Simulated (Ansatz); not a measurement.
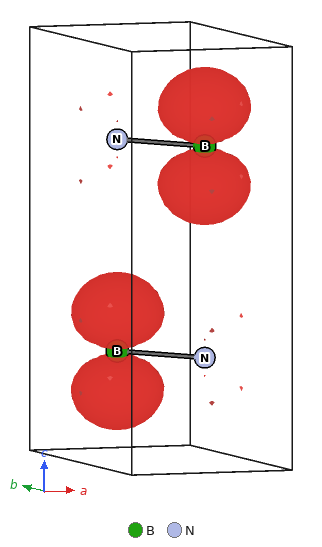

BN. Density of the Kohn–Sham states from +4.3 to +4.9 eV about the valence-band maximum (the bottom of the conduction band), scaled to one electron a cell: red surface at 0.05 1/Å³, in the conventional cell seen at an oblique angle.

Space group P6_3/mmc; the calculation finds a residual pressure of about 5 GPa at this fixed cell.

Method: DFT PBE, scalar-relativistic, plane waves, PAW in Ansatz.

Core electrons are frozen (PAW), so the fields are smoothed inside the atomic spheres.

**Which atoms and orbitals make up these states?**

Löwdin projections on the PAW files' atomic orbitals give B 2p (95 %). In space (atomic cells sized by Bader volumes) the density divides as N about 80 % and B about 20 %. The two measures disagree here: the projection uses a minimal set of atomic orbitals, while the spatial cells share out diffuse density by volume. It nearly vanishes midway along the shortest B–N contact.

Run time: 0.86 s on 2 threads of Intel(R) Xeon(R) 6975P-C (Granite Rapids), with other jobs on the host, peak memory 0.36 GiB.
